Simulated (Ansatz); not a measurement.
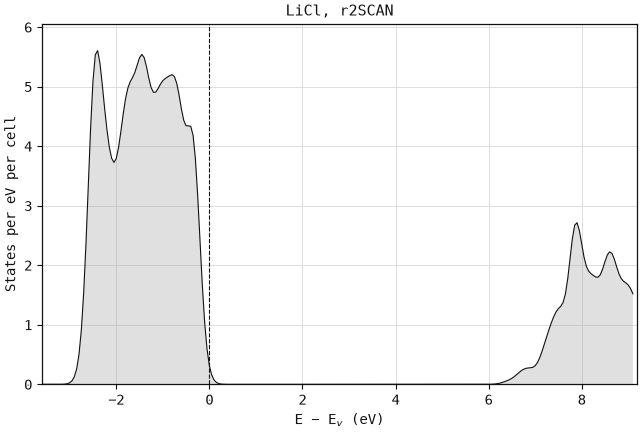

Write a caption that states what the plot shows.

Density of states of LiCl, space group P6_3/mmc (No. 194), 4 atoms in the cell, h-MgO (five-fold) type. Computed with Ansatz: DFT, r2SCAN, plane waves, PAW, no spin polarisation, 12×12×6 k mesh, 500 eV cutoff. Energies are counted from the top of the valence band. The curve is built from the levels of the k mesh with Gaussians 0.3 eV wide, which also blur the band edges.

There is a gap; over the k points computed it is 6.30 eV (direct among those points). The upper group of valence states starts about 2.8 eV under the valence-band top, with a gap beneath it; it holds about 12 electrons a cell.
